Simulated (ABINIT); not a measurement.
**Geometry relaxation of C (part 3 of 3)**

C (P6₃/mmc, 4 atoms in the cell); Kohn-Sham DFT of a periodic cell, PBE, PseudoDojo NC SR PBE v0.4.1 standard, no spin polarisation (ABINIT 10.8.3); cutoff 1115.67 eV, 9×9×5 k-mesh, fermi-dirac of 0.05 eV. The structure derives from an entry of the Crystallography Open Database.

Geometry of the input (Å; fractional positions):
```
2.5221  0.0000  0.0000
-1.2611  2.1842  0.0000
0.0000  0.0000  4.1186
C  0.6667  0.3333  0.9375
C  0.3333  0.6667  0.4375
C  0.6667  0.3333  0.5625
C  0.3333  0.6667  0.0625
```

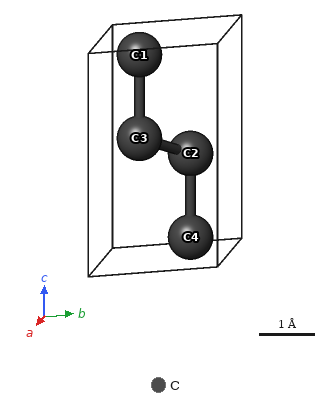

The geometry at step 3 of the log (ball-and-stick view of the cell of the calculation, seen slightly off an axis; atoms are numbered from 1 in the order of the input).

**Log, continued**
```
--- !ResultsGS
iteration_state: {dtset: 1, itime: 5, icycle: 1, }
comment   : Summary of ground state results
lattice_vectors:
- [  4.7476795,   0.0000000,   0.0000000, ]
- [ -2.3738398,   4.1116111,   0.0000000, ]
- [  0.0000000,   0.0000000,   7.9011275, ]
lattice_lengths: [   4.74768,    4.74768,    7.90113, ]
lattice_angles: [ 90.000,  90.000, 120.000, ] # degrees, (23, 13, 12)
lattice_volume:   1.5423484E+02
convergence: {deltae: -1.101E-13, res2:  5.995E-13, residm:  2.549E-07, diffor: null, }
etotal    :  -2.40716420E+01
entropy   :   0.00000000E+00
fermie    :   4.49434034E-01
cartesian_stress_tensor: # hartree/bohr^3
- [ -5.37854057E-08,   0.00000000E+00,   0.00000000E+00, ]
- [  0.00000000E+00,  -5.37858228E-08,   0.00000000E+00, ]
- [  0.00000000E+00,   0.00000000E+00,  -2.87469164E-07, ]
pressure_GPa:   3.8742E-03
xred      :
- [  6.6667E-01,   3.3333E-01,   9.3727E-01,  C]
- [  3.3333E-01,   6.6667E-01,   4.3727E-01,  C]
- [  6.6667E-01,   3.3333E-01,   5.6273E-01,  C]
- [  3.3333E-01,   6.6667E-01,   6.2734E-02,  C]
cartesian_forces: # hartree/bohr
- [  2.83574872E-29,  -4.91166086E-29,  -5.52845280E-06, ]
- [ -1.98502411E-28,  -1.80094232E-28,  -5.52845280E-06, ]
- [  2.55217385E-28,   8.18610144E-29,   5.52845280E-06, ]
- [ -8.50724616E-29,   1.47349826E-28,   5.52845280E-06, ]
force_length_stats: {min:   5.52845280E-06, max:   5.52845280E-06, mean:   5.52845280E-06, }
...

 Integrated electronic density in atomic spheres:
 ------------------------------------------------
 Atom  Sphere_radius  Integrated_density
    1        2.00000          4.68908362
    2        2.00000          4.68908362
    3        2.00000          4.68908362
    4        2.00000          4.68908362

---OUTPUT-----------------------------------------------------------------------

 Cartesian coordinates (xcart) [bohr]
  2.37383975767768E+00  1.37053702313287E+00  7.40545706937423E+00
 -8.78497185248122E-17  2.74107404626575E+00  3.45489332167957E+00
  2.37383975767768E+00  1.37053702313287E+00  4.44623417370974E+00
 -8.78497185248122E-17  2.74107404626575E+00  4.95670426015088E-01
 Reduced coordinates (xred)
  6.66666666666667E-01  3.33333333333333E-01  9.37265861574271E-01
  3.33333333333333E-01  6.66666666666667E-01  4.37265861574271E-01
  6.66666666666667E-01  3.33333333333333E-01  5.62734138425729E-01
  3.33333333333333E-01  6.66666666666667E-01  6.27341384257291E-02
 Cartesian forces (fcart) [Ha/bohr]; max,rms= 5.52845E-06 3.19185E-06 (free atoms)
  2.83574872150236E-29 -4.91166086305232E-29 -5.52845280063467E-06
 -1.98502410505165E-28 -1.80094231645252E-28 -5.52845280063467E-06
  2.55217384935212E-28  8.18610143842053E-29  5.52845280063467E-06
 -8.50724616450708E-29  1.47349825891570E-28  5.52845280063467E-06
 Gradient of E wrt nuclear positions in reduced coordinates (gred)
 -1.34632261157719E-28  2.69264522315439E-28  4.36810104300567E-05
  9.42425828104035E-28  2.69264522315439E-28  4.36810104300567E-05
 -1.21169035041947E-27  2.69264522315439E-28 -4.36810104300567E-05
  4.03896783473158E-28 -8.07793566946316E-28 -4.36810104300567E-05
 Scale of Primitive Cell (acell) [bohr]
  4.74767951535537E+00  4.74767951541935E+00  7.90112749538932E+00
 Real space primitive translations (rprimd) [bohr]
  4.74767951535537E+00  0.00000000000000E+00  0.00000000000000E+00
 -2.37383975767768E+00  4.11161106939862E+00  0.00000000000000E+00
  0.00000000000000E+00  0.00000000000000E+00  7.90112749538932E+00
 Unitary Cell Volume (ucvol) [Bohr^3]=  1.54234841429040E+02
 Angles (23,13,12)= [degrees]
  9.00000000000000E+01  9.00000000000000E+01  1.19999999999554E+02
 Lengths [Bohr]
  4.74767951535537E+00  4.74767951541935E+00  7.90112749538932E+00
 Stress tensor in cartesian coordinates (strten) [Ha/bohr^3]
 -5.37854057194864E-08  0.00000000000000E+00  0.00000000000000E+00
  0.00000000000000E+00 -5.37858227643573E-08  0.00000000000000E+00
  0.00000000000000E+00  0.00000000000000E+00 -2.87469163811824E-07
 Total energy (etotal) [Ha]= -2.40716420184339E+01

 Difference of energy with previous step (new-old):
           Absolute (Ha)=-1.86851E-08
           Relative     =-7.76228E-10

--- Iteration: ( 6/50) Internal Cycle: (1/1)
--------------------------------------------------------------------------------

---SELF-CONSISTENT-FIELD CONVERGENCE--------------------------------------------

--- !BeginCycle
iteration_state: {dtset: 1, itime: 6, icycle: 1, }
solver: {iscf: 7, nstep: 80, nline: 4, wfoptalg: 0, }
tolerances: {tolvrs: 1.00E-12, }
...

     iter   Etot(hartree)      deltaE(h)  residm     vres2
 ETOT  1  -24.071642018584    -2.407E+01 3.432E-07 8.891E-07
 ETOT  2  -24.071642018644    -5.953E-11 2.013E-07 9.507E-09
 ETOT  3  -24.071642018644    -4.583E-13 1.257E-07 5.320E-10
 ETOT  4  -24.071642018644    -3.553E-14 1.614E-07 1.874E-12
 ETOT  5  -24.071642018644    -6.040E-14 1.075E-07 9.971E-15

 At SCF step    5       vres2   =  9.97E-15 < tolvrs=  1.00E-12 =>converged.

 Cartesian components of stress tensor (hartree/bohr^3)
  sigma(1 1)=  4.60003010E-08  sigma(3 2)=  0.00000000E+00
  sigma(2 2)=  4.59998840E-08  sigma(3 1)=  0.00000000E+00
  sigma(3 3)=  9.85410383E-09  sigma(2 1)=  0.00000000E+00

--- !ResultsGS
iteration_state: {dtset: 1, itime: 6, icycle: 1, }
comment   : Summary of ground state results
lattice_vectors:
- [  4.7476893,   0.0000000,   0.0000000, ]
- [ -2.3738447,   4.1116196,   0.0000000, ]
- [  0.0000000,   0.0000000,   7.9011802, ]
lattice_lengths: [   4.74769,    4.74769,    7.90118, ]
lattice_angles: [ 90.000,  90.000, 120.000, ] # degrees, (23, 13, 12)
lattice_volume:   1.5423651E+02
convergence: {deltae: -6.040E-14, res2:  9.971E-15, residm:  1.075E-07, diffor: null, }
etotal    :  -2.40716420E+01
entropy   :   0.00000000E+00
fermie    :   4.49428008E-01
cartesian_stress_tensor: # hartree/bohr^3
- [  4.60003010E-08,   0.00000000E+00,   0.00000000E+00, ]
- [  0.00000000E+00,   4.59998840E-08,   0.00000000E+00, ]
- [  0.00000000E+00,   0.00000000E+00,   9.85410383E-09, ]
pressure_GPa:  -9.9889E-04
xred      :
- [  6.6667E-01,   3.3333E-01,   9.3726E-01,  C]
- [  3.3333E-01,   6.6667E-01,   4.3726E-01,  C]
- [  6.6667E-01,   3.3333E-01,   5.6274E-01,  C]
- [  3.3333E-01,   6.6667E-01,   6.2735E-02,  C]
cartesian_forces: # hartree/bohr
- [ -0.00000000E+00,   2.61954704E-28,   4.42043940E-07, ]
- [  1.13429714E-28,   1.96466028E-28,   4.42043940E-07, ]
- [ -1.13429714E-28,  -1.96466028E-28,  -4.42043940E-07, ]
- [ -0.00000000E+00,  -2.61954704E-28,  -4.42043940E-07, ]
force_length_stats: {min:   4.42043940E-07, max:   4.42043940E-07, mean:   4.42043940E-07, }
...

 Integrated electronic density in atomic spheres:
 ------------------------------------------------
 Atom  Sphere_radius  Integrated_density
    1        2.00000          4.68908455
    2        2.00000          4.68908455
    3        2.00000          4.68908455
    4        2.00000          4.68908455

---OUTPUT-----------------------------------------------------------------------

 Cartesian coordinates (xcart) [bohr]
  2.37384467161359E+00  1.37053986019509E+00  7.40549853997092E+00
 -8.78499003769715E-17  2.74107972039018E+00  3.45490842922351E+00
  2.37384467161359E+00  1.37053986019509E+00  4.44627179227132E+00
 -8.78499003769715E-17  2.74107972039018E+00  4.95681681523903E-01
 Reduced coordinates (xred)
  6.66666666666667E-01  3.33333333333333E-01  9.37264855676191E-01
  3.33333333333333E-01  6.66666666666667E-01  4.37264855676191E-01
  6.66666666666667E-01  3.33333333333333E-01  5.62735144323809E-01
  3.33333333333333E-01  6.66666666666667E-01  6.27351443238090E-02
 Cartesian forces (fcart) [Ha/bohr]; max,rms= 4.42044E-07 2.55214E-07 (free atoms)
 -0.00000000000000E+00  2.61954703773553E-28  4.42043940299935E-07
  1.13429714056400E-28  1.96466027830165E-28  4.42043940299935E-07
 -1.13429714056400E-28 -1.96466027830165E-28 -4.42043940299935E-07
 -0.00000000000000E+00 -2.61954703773553E-28 -4.42043940299935E-07
 Gradient of E wrt nuclear positions in reduced coordinates (gred)
 -0.00000000000000E+00 -1.07705808926175E-27 -3.49266883812949E-06
 -5.38529044630877E-28 -5.38529044630877E-28 -3.49266883812948E-06
  5.38529044630877E-28  5.38529044630877E-28  3.49266883812949E-06
  0.00000000000000E+00  1.07705808926175E-27  3.49266883812949E-06
 Scale of Primitive Cell (acell) [bohr]
  4.74768934322717E+00  4.74768934329115E+00  7.90118022149483E+00
 Real space primitive translations (rprimd) [bohr]
  4.74768934322717E+00  0.00000000000000E+00  0.00000000000000E+00
 -2.37384467161359E+00  4.11161958058527E+00  0.00000000000000E+00
  0.00000000000000E+00  0.00000000000000E+00  7.90118022149483E+00
 Unitary Cell Volume (ucvol) [Bohr^3]=  1.54236509223418E+02
 Angles (23,13,12)= [degrees]
  9.00000000000000E+01  9.00000000000000E+01  1.19999999999554E+02
 Lengths [Bohr]
  4.74768934322717E+00  4.74768934329115E+00  7.90118022149483E+00
 Stress tensor in cartesian coordinates (strten) [Ha/bohr^3]
  4.60003010092913E-08  0.00000000000000E+00  0.00000000000000E+00
  0.00000000000000E+00  4.59998839626857E-08  0.00000000000000E+00
  0.00000000000000E+00  0.00000000000000E+00  9.85410382806085E-09
 Total energy (etotal) [Ha]= -2.40716420186444E+01

 Difference of energy with previous step (new-old):
           Absolute (Ha)=-2.10452E-10
           Relative     =-8.74274E-12

 At Broyd/MD step   6, gradients are converged :
  max grad (force/stress) = 4.6000E-06 < tolmxf= 2.0000E-05 ha/bohr (free atoms)

================================================================================

 ----iterations are completed or convergence reached----

 Mean square residual over all n,k,spin=   28.151E-11; max=  10.754E-08
 reduced coordinates (array xred) for    4 atoms
       0.666666666667      0.333333333333      0.937264855676
       0.333333333333      0.666666666667      0.437264855676
       0.666666666667      0.333333333333      0.562735144324
       0.333333333333      0.666666666667      0.062735144324
 rms dE/dt=  2.0165E-06; max dE/dt=  3.4927E-06; dE/dt below (all hartree)
    1       0.000000000000     -0.000000000000     -0.000003492669
    2      -0.000000000000     -0.000000000000     -0.000003492669
    3       0.000000000000      0.000000000000      0.000003492669
    4       0.000000000000      0.000000000000      0.000003492669

 cartesian coordinates (angstrom) at end:
    1      1.25618450158921     0.72525846015740     3.91882106006948
    2     -0.00000000000000     1.45051692031480     1.82825880526145
    3      1.25618450158921     0.72525846015740     2.35286570435461
    4     -0.00000000000000     1.45051692031480     0.26230344954658

 cartesian forces (hartree/bohr) at end:
    1     -0.00000000000000     0.00000000000000     0.00000044204394
    2      0.00000000000000     0.00000000000000     0.00000044204394
    3     -0.00000000000000    -0.00000000000000    -0.00000044204394
    4     -0.00000000000000    -0.00000000000000    -0.00000044204394
 frms,max,avg= 2.5521419E-07 4.4204394E-07   0.000E+00  0.000E+00  0.000E+00 h/b

 cartesian forces (eV/Angstrom) at end:
    1     -0.00000000000000     0.00000000000000     0.00002273081334
    2      0.00000000000000     0.00000000000000     0.00002273081334
    3     -0.00000000000000    -0.00000000000000    -0.00002273081334
    4     -0.00000000000000    -0.00000000000000    -0.00002273081334
 frms,max,avg= 1.3123641E-05 2.2730813E-05   0.000E+00  0.000E+00  0.000E+00 e/A
 length scales=  4.747689343227  4.747689343291  7.901180221495 bohr
              =  2.512369003178  2.512369003212  4.181124509616 angstroms
 Fermi (or HOMO) energy (hartree) =   0.44943   Average Vxc (hartree)=  -0.49208
 Eigenvalues (hartree) for nkpt=  36  k points:
 kpt#   1, nband= 12, wtk=  0.00247, kpt=  0.0000  0.0000  0.0000 (reduced coord)
  -0.41269   -0.20925   -0.11567    0.27178    0.27178    0.36725    0.38452    0.38452
   0.56826    0.56826    0.58170    0.68180
      occupation numbers for kpt#   1
   2.00000    2.00000    2.00000    2.00000    2.00000    2.00000    2.00000    2.00000
   0.00000    0.00000    0.00000    0.00000
 prteigrs : prtvol=0 or 1, do not print more k-points.

--- !EnergyTerms
iteration_state     : {dtset: 1, itime: 6, icycle: 1, }
comment             : Components of total free energy in Hartree
kinetic             :  1.69021809433998E+01
hartree             :  1.97160129780178E+00
xc                  : -8.66868383452054E+00
Ewald energy        : -2.54776201674859E+01
psp_core            :  1.78986075626515E+00
local_psp           : -9.46697042286581E+00
non_local_psp       : -1.12201059123886E+00
internal            : -2.40716420186444E+01
'-kT*entropy'       :  1.25327081198539E-15
total_energy        : -2.40716420186444E+01
total_energy_eV     : -6.55022748544319E+02
band_energy         :  7.31752501957284E-01
...

 rms coord change=  1.3576E-04   atom, delta coord (reduced):
     1        0.000000000000      0.000000000000     -0.000235144324
     2        0.000000000000      0.000000000000     -0.000235144324
     3        0.000000000000      0.000000000000      0.000235144324
     4        0.000000000000      0.000000000000      0.000235144324

 Cartesian components of stress tensor (hartree/bohr^3)
  sigma(1 1)=  4.60003010E-08  sigma(3 2)=  0.00000000E+00
  sigma(2 2)=  4.59998840E-08  sigma(3 1)=  0.00000000E+00
  sigma(3 3)=  9.85410383E-09  sigma(2 1)=  0.00000000E+00

-Cartesian components of stress tensor (GPa)         [Pressure= -9.9889E-04 GPa]
- sigma(1 1)=  1.35337558E-03  sigma(3 2)=  0.00000000E+00
- sigma(2 2)=  1.35336331E-03  sigma(3 1)=  0.00000000E+00
- sigma(3 3)=  2.89917744E-04  sigma(2 1)=  0.00000000E+00

== END DATASET(S) ==============================================================
================================================================================

 -outvars: echo values of variables after computation  --------
            acell      4.7476893432E+00  4.7476893433E+00  7.9011802215E+00 Bohr
           etotal     -2.4071642019E+01
            fcart     -0.0000000000E+00  2.6195470377E-28  4.4204394030E-07
                       1.1342971406E-28  1.9646602783E-28  4.4204394030E-07
                      -1.1342971406E-28 -1.9646602783E-28 -4.4204394030E-07
                      -0.0000000000E+00 -2.6195470377E-28 -4.4204394030E-07
            rprim      1.0000000000E+00  0.0000000000E+00  0.0000000000E+00
                      -4.9999999999E-01  8.6602540379E-01  0.0000000000E+00
                       0.0000000000E+00  0.0000000000E+00  1.0000000000E+00
           strten      4.6000301009E-08  4.5999883963E-08  9.8541038281E-09
                       0.0000000000E+00  0.0000000000E+00  0.0000000000E+00
           xangst      1.2561845016E+00  7.2525846016E-01  3.9188210601E+00
                      -4.6488165228E-17  1.4505169203E+00  1.8282588053E+00
                       1.2561845016E+00  7.2525846016E-01  2.3528657044E+00
                      -4.6488165228E-17  1.4505169203E+00  2.6230344955E-01
             xred      6.6666666667E-01  3.3333333333E-01  9.3726485568E-01
                       3.3333333333E-01  6.6666666667E-01  4.3726485568E-01
                       6.6666666667E-01  3.3333333333E-01  5.6273514432E-01
                       3.3333333333E-01  6.6666666667E-01  6.2735144324E-02
 Calculation completed.
```

**Trajectory as extended XYZ (Å, eV, eV/Å), 6 frames, from step=0 to step=5**
```
4
Lattice="2.5221 0.0000 0.0000 -1.2611 2.1842 0.0000 0.0000 0.0000 4.1186" Properties=species:S:1:pos:R:3:forces:R:3 step=0 energy=-654.99880
C     1.2611    0.7281    3.8612    0.0000   0.0000  -0.0426
C     0.0000    1.4561    1.8019    0.0000   0.0000  -0.0426
C     1.2611    0.7281    2.3167    0.0000   0.0000   0.0426
C     0.0000    1.4561    0.2574    0.0000   0.0000   0.0426
4
Lattice="2.5099 0.0000 0.0000 -1.2550 2.1736 0.0000 0.0000 0.0000 4.2031" Properties=species:S:1:pos:R:3:forces:R:3 step=1 energy=-655.02006
C     1.2550    0.7245    3.9399    0.0000   0.0000  -0.0344
C     0.0000    1.4491    1.8384    0.0000   0.0000  -0.0344
C     1.2550    0.7245    2.3647    0.0000   0.0000   0.0344
C     0.0000    1.4491    0.2631    0.0000   0.0000   0.0344
4
Lattice="2.5123 0.0000 0.0000 -1.2561 2.1757 0.0000 0.0000 0.0000 4.1820" Properties=species:S:1:pos:R:3:forces:R:3 step=2 energy=-655.02274
C     1.2561    0.7252    3.9199    0.0000   0.0000  -0.0184
C     0.0000    1.4505    1.8289    0.0000   0.0000  -0.0184
C     1.2561    0.7252    2.3531    0.0000   0.0000   0.0184
C     0.0000    1.4505    0.2621    0.0000   0.0000   0.0184
4
Lattice="2.5124 0.0000 0.0000 -1.2562 2.1758 0.0000 0.0000 0.0000 4.1811" Properties=species:S:1:pos:R:3:forces:R:3 step=3 energy=-655.02275
C     1.2562    0.7253    3.9189    0.0000   0.0000  -0.0042
C     0.0000    1.4505    1.8283    0.0000   0.0000  -0.0042
C     1.2562    0.7253    2.3528    0.0000   0.0000   0.0042
C     0.0000    1.4505    0.2622    0.0000   0.0000   0.0042
4
Lattice="2.5124 0.0000 0.0000 -1.2562 2.1758 0.0000 0.0000 0.0000 4.1811" Properties=species:S:1:pos:R:3:forces:R:3 step=4 energy=-655.02275
C     1.2562    0.7253    3.9188    0.0000   0.0000  -0.0003
C     0.0000    1.4505    1.8283    0.0000   0.0000  -0.0003
C     1.2562    0.7253    2.3528    0.0000   0.0000   0.0003
C     0.0000    1.4505    0.2623    0.0000   0.0000   0.0003
4
Lattice="2.5124 0.0000 0.0000 -1.2562 2.1758 0.0000 0.0000 0.0000 4.1811" Properties=species:S:1:pos:R:3:forces:R:3 step=5 energy=-655.02275
C     1.2562    0.7253    3.9188    0.0000   0.0000   0.0000
C     0.0000    1.4505    1.8283    0.0000   0.0000   0.0000
C     1.2562    0.7253    2.3529    0.0000   0.0000   0.0000
C     0.0000    1.4505    0.2623    0.0000   0.0000   0.0000
```

**Key numbers**

```tsv
quantity	value
outcome	converged
space group (tolerance 0.01 Å)	P6₃/mmc (194)
electrons treated	16
free energy	−655.0227 eV
Fermi energy	12.230 eV
gap on the k-point mesh	3.40 eV
pressure	0.00 GPa
final volume	22.86 Å³
largest force (length of the vector) at the end	under 0.001 eV/Å
final cell	a = 2.512 Å, b = 2.512 Å, c = 4.181 Å, α = 90.00°, β = 90.00°, γ = 120.00°
hardware	4 threads of Arm Neoverse V1, 24 GiB of memory available, shared host
wall time	30 s (CPU time 2 min)
peak memory	0.28 GiB
```
